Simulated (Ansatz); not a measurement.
System: Hf$_{15}$SiO$_{32}$ (cell with a defect).

```
CELL_PARAMETERS angstrom
5.29380 -5.06923 -5.10096
-5.29380 -5.06923 5.10096
-5.29380 5.06923 -5.10096
ATOMIC_POSITIONS crystal
Si 0.77638 0.35889 0.36018
Hf 0.24280 0.34350 0.85808
Hf 0.24976 0.85129 0.36996
Hf 0.76443 0.86707 0.87973
Hf 0.51362 0.14069 0.90863
Hf 0.99320 0.12184 0.38725
Hf 0.00594 0.64266 0.90024
Hf 0.50346 0.64216 0.41178
Hf 0.51700 0.84891 0.12183
Hf 0.01661 0.86270 0.62273
Hf 0.01414 0.36445 0.10648
Hf 0.51226 0.36902 0.62049
Hf 0.26070 0.64362 0.64684
Hf 0.76481 0.63285 0.14886
Hf 0.76081 0.15587 0.62926
Hf 0.27845 0.15997 0.15866
O 0.78740 0.30049 0.14125
O 0.26423 0.29316 0.61342
O 0.27884 0.79684 0.12610
O 0.77868 0.78701 0.63132
O 0.52024 0.39680 0.96857
O 0.00249 0.39275 0.47298
O 0.03273 0.90472 0.98808
O 0.52421 0.90226 0.47951
O 0.52258 0.91539 0.92000
O 0.01698 0.89066 0.39742
O 0.01090 0.40268 0.87526
O 0.46744 0.40522 0.40189
O 0.28262 0.87967 0.62366
O 0.77295 0.86068 0.11665
O 0.74992 0.36570 0.55999
O 0.26148 0.37428 0.10523
O 0.24890 0.09170 0.87416
O 0.73902 0.08159 0.35879
O 0.74685 0.59262 0.86330
O 0.23765 0.59066 0.37154
O 0.53728 0.19935 0.19150
O 0.98687 0.11384 0.64273
O 0.99433 0.61940 0.14404
O 0.50187 0.65056 0.66870
O 0.33314 0.59356 0.87443
O 0.82544 0.57186 0.37998
O 0.82435 0.10258 0.86695
O 0.32757 0.09507 0.37592
O 0.09426 0.71297 0.73983
O 0.59046 0.69770 0.23936
O 0.59498 0.21641 0.73516
O 0.06496 0.19633 0.21725
```

Theory: Ansatz 0.2.0, DFT PBE, scalar-relativistic, plane waves, PAW.

What will maps of the valence pseudo-density and electron localisation function show?

Si–O (1.78 Å): ρ at the midpoint is about 0.92 e/Å³; the ELF peaks at about 0.85 between the atoms.
Hf–O (2.07 Å): the density is about 0.81 e/Å³ at the midpoint; the ELF peaks at about 0.85 in the valence shell of O, 0.6 Å from its nucleus, and drops to about 0.20 between the two atoms: no localised pair shows between them.

Does the calculation give a band gap?

It is gapped, with a Kohn–Sham gap of 4.5 eV on the k-point mesh, an upper bound to the gap of this method.

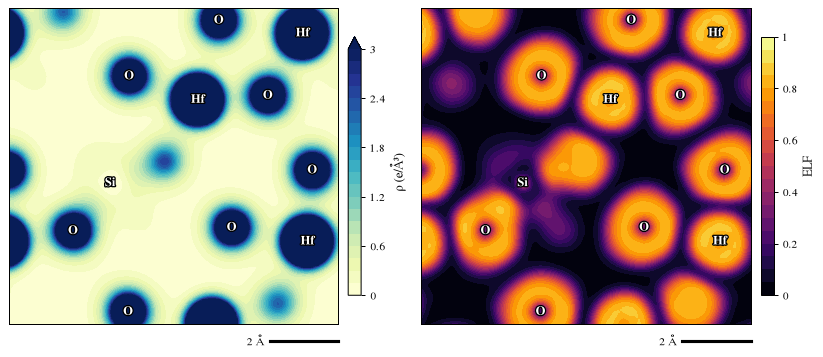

Computed valence pseudo-density and electron localisation function on the (011̄) plane of the calculation cell, in this order. Atoms just off the plane (O, 0.5 Å away) can leave unmarked features too.

Core electrons are frozen (PAW), and the valence fields are smoothed inside the atomic spheres.
